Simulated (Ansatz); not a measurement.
# From NbAs to TaAs

System: NbAs (I4₁md, 4 atoms in the cell).
Method of run A: DFT PBE, scalar-relativistic, plane waves, PAW, no spin polarisation (Ansatz 0.2.0).
System of run B: TaAs (I4₁md, 4 atoms in the cell).

On run A: The structure derives from an entry of the Crystallography Open Database. On run B: The structure was made by swapping elements on the sites of another compound; it need not be a known phase. It belongs to a series of runs on one base structure; here: Nb -> Ta on all its sites, cell and atoms relaxed. Text and figures count atoms from 1; the logs count them from 0 in places.

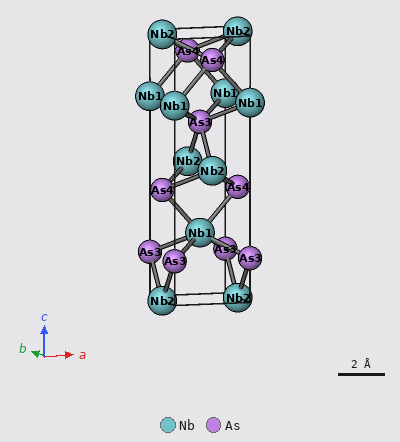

Fig. 1: The input geometry (ball-and-stick view of the cell 2 times as large as that of the calculation, set on its symmetry axes, seen slightly off an axis; atoms are numbered from 1 in the order of the input).

## Input file, run A
```yaml
crystal:
  lattice:
    - [-1.72585, 1.72585, 5.84]
    - [1.72585, -1.72585, 5.84]
    - [1.72585, 1.72585, -5.84]
  atoms:
    - { symbol: Nb, position: [0.75, 0.75, 0.0] }
    - { symbol: Nb, position: [0.5, 0.0, 0.5] }
    - { symbol: As, position: [0.166, 0.166, 0.0] }
    - { symbol: As, position: [0.916, 0.416, 0.5] }
basis:
  ecutwfc: 420
kpoints:
  mp_grid: { grid: [18, 18, 18] }
hamiltonian:
  xc: pbe
scf:
  occupations: { method: gaussian, width: 0.1 }
output:
  forces: true
  stress: true
  eigenvalues: true
  write_density: true
  write_potential: true
  elf: true
  volumetric_format: npy
relax:
  adjacent_minimum: "off"
  f_tol: 0.005
  max_steps: 80
  cell: { stress_tol: 0.05 }
```

Launched with:
```bash
ansatz run input.yaml --threads 1 --pin off --max-ram 2560MiB --backend cpu --events-out ev --progress --plain --runs-dir out
```

Hardware: 1 thread of Intel Xeon (Sapphire Rapids), 192 GiB of memory available, shared host.

## Output, shortened to warnings, some set-up lines, iterations and results (run A)
```
Basis set: ecut = 420 eV, 1371 PW (Γ), FFT grids on a1−a2, a2, a1+a3, exchange–correlation on 72×90×48 points (8 copies of the dense FFT grid, shifted against one another)
Symmetry: 8 space group operations
k-points: 480 of 5832 (time reversal used)
Initial density: superposition of atomic densities (neutral atoms: chi_scale 0, normalization atom), corrected by the library's trained network
[...]
SCF iter   1: F=—  HF=-18819.587268 eV  |F-HF|=—  |Δ(HF+E_count)|=         —  Δρ=7.13e-3  dr2=2.37e-2  ethr=1.77e-3  ⟨swp⟩=5.2  Hψ=64831  notcnv=0
SCF iter   2: F=—  HF=-18819.586847 eV  |F-HF|=—  |Δ(HF+E_count)|=   4.21e-4  Δρ=4.20e-3  dr2=8.07e-3  ethr=4.24e-5  ⟨swp⟩=1.0  Hψ=20160  notcnv=0
SCF iter   3: F=—  HF=-18819.587472 eV  |F-HF|=—  |Δ(HF+E_count)|=   6.24e-4  Δρ=6.31e-4  dr2=2.40e-4  ethr=1.44e-5  ⟨swp⟩=3.0  Hψ=28405  notcnv=0
SCF iter   4: F=—  HF=-18819.587367 eV  |F-HF|=—  |Δ(HF+E_count)|=   1.05e-4  Δρ=3.02e-4  dr2=7.09e-5  ethr=4.28e-7  ⟨swp⟩=2.0  Hψ=27478  notcnv=0
SCF iter   5: F=—  HF=-18819.587359 eV  |F-HF|=—  |Δ(HF+E_count)|=   7.40e-6  Δρ=8.33e-5  dr2=6.26e-6  ethr=1.27e-7  ⟨swp⟩=2.0  Hψ=18599  notcnv=0
[... 31 lines ...]
SCF iter   4: F=—  HF=-18819.607768 eV  |F-HF|=—  |Δ(HF+E_count)|=   4.99e-8  Δρ=7.27e-7  dr2=1.65e-10  ethr=6.24e-12  ⟨swp⟩=2.0  Hψ=28509  notcnv=0
SCF iter   5: F=-18819.607768 eV  HF=-18819.607768 eV  |F-HF|=0.00e0  |Δ(HF+E_count)|=  3.06e-10  Δρ=8.44e-8  dr2=5.27e-12  ethr=1.00e-12  ⟨swp⟩=2.0  Hψ=28812  notcnv=0
SCF iter   6: F=-18819.607768 eV  HF=-18819.607768 eV  |F-HF|=7.28e-12  |Δ(HF+E_count)|=  7.28e-12  Δρ=1.58e-8  dr2=3.15e-13  ethr=1.00e-12  ⟨swp⟩=4.0  Hψ=63704  notcnv=0
SCF 5 converged in 6 iterations: F = -18819.607768 eV  dr2 = 3.15e-13
relax step   5: F+E_penalty+E_count = -18819.60776779 eV  Δ(F+E_penalty+E_count) = -2.379e-4 eV  max|allowed force component| = 1.114e-3 eV/Å  Δτ_max = 0.0000 Å  P = +0.003 …
basis re-selected at this cell: Δ(F+E_penalty+E_count) = -2.379e-4 eV, ΔP = +0.001 GPa vs the last step (what re-selecting the basis moved, of the pressure what is left beyond the Pulay correction that the steps carried, after the strain that the cell walked since its last selection, with what the …
SCF converged after 6 iterations
Free energy (F): -18819.607768 eV
Harris-Foulkes:  -18819.607768 eV  (|F-HF|=7.28e-12)
Internal energy: -18819.605370 eV  (E = F + TS)
E sigma→0 (E₀):  -18819.606569 eV
Entropy (-TS):   -0.002397 eV (-0.599 meV/atom)
Fermi energy:    15.955043 eV
--- Per-component energies (eV) ---
  E_band       = -503.475818
  E_kinetic    = 996.655469
  E_local      = -4385.788778  (includes V_loc(G=0)·N_el)
  E_nonlocal   = -1101.145232
  E_hartree    = 2163.294615
  E_xc         = -511.244543
  E_vxc        = -587.076958  (∫ρ·V_xc dr)
  E_paw        = -9818.512001  (= ΣΔE_a)
  E_vpaw       = 247.290443  (= ΣTr[D̂ρ^β])
  E_aug_tail   = 0.000028  (compensation charges beyond the density's cutoff)
  E_ewald      = -6162.864928
  E_smearing   = -0.002397  (= −TS)
  E_closure    = -0.000000  (closes the sum)
  Σ components = -18819.607768   (vs F -18819.607768, Δ=0.00e0)
--- Forces (eV/Å), atoms counted from 1 ---
  atom   1  Nb    -0.00000000     0.00000000    -0.00111440
  atom   2  Nb     0.00000000    -0.00000000    -0.00111440
  atom   3  As     0.00000000     0.00000000     0.00111442
  atom   4  As    -0.00000000    -0.00000000     0.00111442
  max |Σ_I F_I| component: 3.84e-8 eV/Å
--- Stress (GPa, compression-positive) ---
        0.001399       0.000000       0.000000
        0.000000       0.001399      -0.000000
        0.000000      -0.000000       0.007652
  P = ⅓ Tr σ = 0.0035 GPa (0.035 kbar)
--- Relaxed structure (4 steps of the walk, 4 accepted, 1 SCFs on fresh bases) ---
  F+E_penalty+E_count = -18819.60776779 eV   max|allowed force component| = 1.114e-3 eV/Å   (the final SCF, on the basis selected at the relaxed cell)
  cell:  # Å, volume = 70.8773 Å³
    - [-1.7367410256521916, 1.7367410256521916, 5.874582169213298]
    - [1.7367410256521916, -1.7367410256521916, 5.874582169213298]
    - [1.7367410256521916, 1.7367410256521916, -5.874582169213298]
  atoms:
    - { symbol: Nb, position: [0.7488964711413421, 0.7488964711413421, -7.305687147610654e-34] }
[...]
```

For run B the input was changed thus:
```diff
-    - [-1.72585, 1.72585, 5.84]
-    - [1.72585, -1.72585, 5.84]
-    - [1.72585, 1.72585, -5.84]
+    - [-1.7617303459, 1.7617303459, 5.9591093458]
+    - [1.7617303459, -1.7617303459, 5.9591093458]
+    - [1.7617303459, 1.7617303459, -5.9591093458]
-    - { symbol: Nb, position: [0.75, 0.75, 0.0] }
-    - { symbol: Nb, position: [0.5, 0.0, 0.5] }
-    - { symbol: As, position: [0.166, 0.166, 0.0] }
-    - { symbol: As, position: [0.916, 0.416, 0.5] }
+    - { symbol: Ta, position: [0.7488964711, 0.7488964711, 0.0] }
+    - { symbol: Ta, position: [0.4988964711, -0.0011035289, 0.5] }
+    - { symbol: As, position: [0.1671035289, 0.1671035289, 0.0] }
+    - { symbol: As, position: [0.9171035289, 0.4171035289, 0.5] }
-  mp_grid: { grid: [18, 18, 18] }
+  mp_grid: { grid: [16, 16, 16] }
-  write_density: true
-  write_potential: true
-  elf: true
-  volumetric_format: npy
-  f_tol: 0.005
-  max_steps: 80
-  cell: { stress_tol: 0.05 }
+  f_tol: 0.01
+  max_steps: 60
+  cell: { stress_tol: 0.1 }
```

Predict how the results change.

The total energies belong to different systems, so their difference says nothing on which is more stable or more accurate. The volume per atom goes from 17.72 to 17.59 Å³. The SCF takes 41 iterations over all geometry steps against 31. The irreducible k-points go from 480 to 349. On the same kind of shared host run B took about 0.69 times as long.

## Output, shortened to warnings, some set-up lines, iterations and results (run B)
```
Basis set: ecut = 420 eV, 1427 PW (Γ), FFT grids on a1+a3, a2+a3, a3, exchange–correlation on 48×48×90 points (8 copies of the dense FFT grid, shifted against one another)
Symmetry: 8 space group operations
k-points: 349 of 4096 (time reversal used)
Initial density: superposition of atomic densities (neutral atoms: chi_scale 0, normalization atom), corrected by the library's trained network
[...]
SCF iter   1: F=—  HF=-29578.863481 eV  |F-HF|=—  |Δ(HF+E_count)|=         —  Δρ=6.91e-3  dr2=3.09e-2  ethr=1.77e-3  ⟨swp⟩=5.4  Hψ=46602  notcnv=0
SCF iter   2: F=—  HF=-29578.861726 eV  |F-HF|=—  |Δ(HF+E_count)|=   1.76e-3  Δρ=4.06e-3  dr2=1.01e-2  ethr=5.52e-5  ⟨swp⟩=1.0  Hψ=14658  notcnv=0
SCF iter   3: F=—  HF=-29578.861649 eV  |F-HF|=—  |Δ(HF+E_count)|=   7.68e-5  Δρ=6.86e-4  dr2=3.37e-4  ethr=1.81e-5  ⟨swp⟩=3.0  Hψ=20532  notcnv=0
SCF iter   4: F=—  HF=-29578.861380 eV  |F-HF|=—  |Δ(HF+E_count)|=   2.69e-4  Δρ=3.30e-4  dr2=7.16e-5  ethr=6.02e-7  ⟨swp⟩=2.0  Hψ=20457  notcnv=0
SCF iter   5: F=—  HF=-29578.861408 eV  |F-HF|=—  |Δ(HF+E_count)|=   2.80e-5  Δρ=6.33e-5  dr2=3.78e-6  ethr=1.28e-7  ⟨swp⟩=2.9  Hψ=20853  notcnv=0
[... 43 lines ...]
SCF iter   4: F=—  HF=-29578.956745 eV  |F-HF|=—  |Δ(HF+E_count)|=   6.12e-9  Δρ=1.48e-6  dr2=7.06e-10  ethr=4.03e-11  ⟨swp⟩=2.8  Hψ=21412  notcnv=0
SCF iter   5: F=-29578.956745 eV  HF=-29578.956745 eV  |F-HF|=3.64e-12  |Δ(HF+E_count)|=  1.06e-10  Δρ=9.92e-8  dr2=5.24e-12  ethr=1.26e-12  ⟨swp⟩=2.0  Hψ=20921  notcnv=0
SCF iter   6: F=-29578.956745 eV  HF=-29578.956745 eV  |F-HF|=1.46e-11  |Δ(HF+E_count)|=  3.64e-12  Δρ=2.49e-8  dr2=5.90e-13  ethr=1.00e-12  ⟨swp⟩=2.0  Hψ=28908  notcnv=0
SCF 6 converged in 6 iterations: F = -29578.956745 eV  dr2 = 5.90e-13
relax step   6: F+E_penalty+E_count = -29578.95674522 eV  Δ(F+E_penalty+E_count) = +7.784e-4 eV  max|allowed force component| = 1.709e-3 eV/Å  Δτ_max = 0.0000 Å  P = -0.016 …
basis re-selected at this cell: Δ(F+E_penalty+E_count) = +7.784e-4 eV, ΔP = -0.012 GPa vs the last step (what re-selecting the basis moved, of the pressure what is left beyond the Pulay correction that the steps carried, after the strain that the cell walked since its last selection, with what the …
SCF converged after 6 iterations
Free energy (F): -29578.956745 eV
Harris-Foulkes:  -29578.956745 eV  (|F-HF|=1.46e-11)
Internal energy: -29578.954902 eV  (E = F + TS)
E sigma→0 (E₀):  -29578.955824 eV
Entropy (-TS):   -0.001843 eV (-0.461 meV/atom)
Fermi energy:    16.839961 eV
--- Per-component energies (eV) ---
  E_band       = -564.205176
  E_kinetic    = 942.200082
  E_local      = -4078.312444  (includes V_loc(G=0)·N_el)
  E_nonlocal   = -1311.347709
  E_hartree    = 2109.476082
  E_xc         = -597.756315
  E_vxc        = -570.149158  (∫ρ·V_xc dr)
  E_paw        = -20465.778966  (= ΣΔE_a)
  E_vpaw       = 234.451556  (= ΣTr[D̂ρ^β])
  E_aug_tail   = 0.000308  (compensation charges beyond the density's cutoff)
  E_ewald      = -6177.435941
  E_smearing   = -0.001843  (= −TS)
  E_closure    = 0.000000  (closes the sum)
  Σ components = -29578.956745   (vs F -29578.956745, Δ=0.00e0)
--- Forces (eV/Å), atoms counted from 1 ---
  atom   1  Ta    -0.00000000    -0.00000000     0.00170907
  atom   2  Ta     0.00000000     0.00000000     0.00170907
  atom   3  As    -0.00000000    -0.00000000    -0.00170912
  atom   4  As     0.00000000     0.00000000    -0.00170912
  max |Σ_I F_I| component: 8.64e-8 eV/Å
--- Stress (GPa, compression-positive) ---
       -0.013333       0.000000      -0.000000
        0.000000      -0.013333      -0.000000
       -0.000000       0.000000      -0.020591
  P = ⅓ Tr σ = -0.0158 GPa (-0.158 kbar)
--- Relaxed structure (5 steps of the walk, 4 accepted, 1 SCFs on fresh bases) ---
  F+E_penalty+E_count = -29578.95674522 eV   max|allowed force component| = 1.709e-3 eV/Å   (the final SCF, on the basis selected at the relaxed cell)
  cell:  # Å, volume = 70.3643 Å³
    - [-1.7314721897024736, 1.7314721897024736, 5.8676126042006915]
    - [1.7314721897024736, -1.7314721897024736, 5.8676126042006915]
    - [1.7314721897024736, 1.7314721897024736, -5.8676126042006915]
  atoms:
    - { symbol: Ta, position: [0.7491196952617561, 0.7491196952617561, -6.511116908308381e-34] }
[...]
```

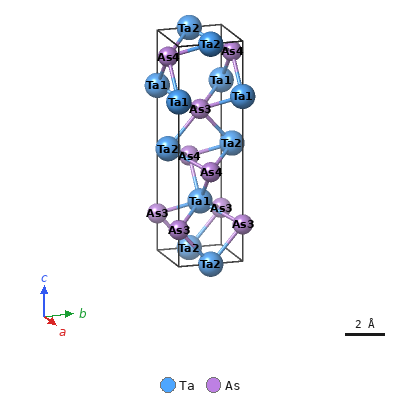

Fig. 2: The input structure of run B (ball-and-stick view of the cell 2 times as large as that of the calculation, set on its symmetry axes, seen slightly off an axis; atoms are numbered from 1 in the order of the input).

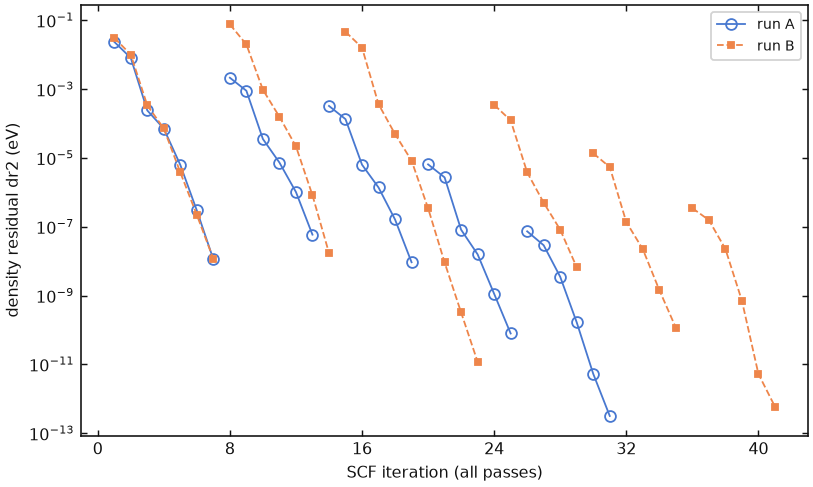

Fig. 3: Convergence of the two runs: density residual dr2 against the SCF iteration. A break in a curve parts two SCF passes. Run A takes 31 iterations in all, and run B takes 41.

## The two runs side by side

| quantity | run A | run B |
| --- | --- | --- |
| outcome | converged | converged |
| free energy per atom (eV) | −4704.9019 | −7394.7392 |
| energy per atom, smearing taken to zero (eV) | −4704.9016 | −7394.7390 |
| gap on the mesh (eV) | 0.00 | 0.00 |
| pressure (GPa) | 0.00 | −0.02 |
| volume per atom (Å³) | 17.72 | 17.59 |
| largest force (eV/Å) | 0.001 | 0.002 |
| SCF iterations | 31 | 41 |
| irreducible k-points | 480 | 349 |
| wall time (shared host) | 8.6 min | 5.9 min |

For run B: Spin–orbit coupling is left out, which matters for Ta.
